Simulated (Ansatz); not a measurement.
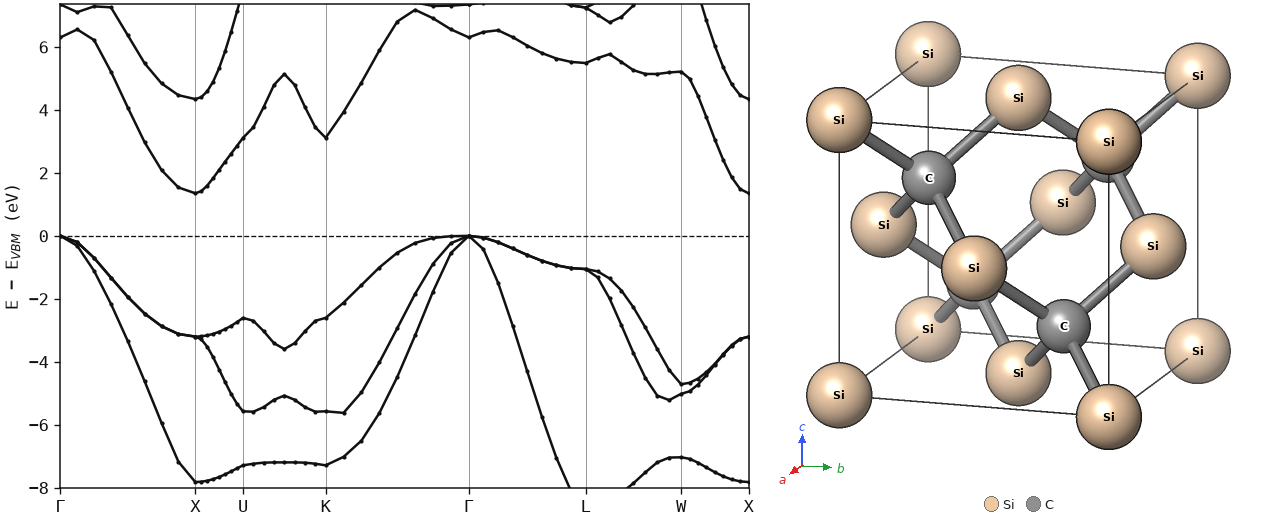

Band structure of SiC, space group F-43m, 2 atoms in the cell, beside the structure. Computed with Ansatz 0.2.0: DFT, PBE, all-electron LAPW, scalar-relativistic, no spin polarisation, 16×16×16 k mesh. Energies are counted from the top of the valence band. The path runs straight from each named point to the next.

A semiconductor. The gap along this path is 1.35 eV and indirect, from the valence-band top at Γ to the conduction-band bottom at X; the smallest direct gap is 4.55 eV, at X. Three bands meet at the valence-band top at Γ: it is triply degenerate (spin aside). The top valence band spans 4.7 eV and the lowest conduction band 5.8 eV. The direct gaps are 4.55 eV at X, 5.72 eV at U and 9.93 eV at W.
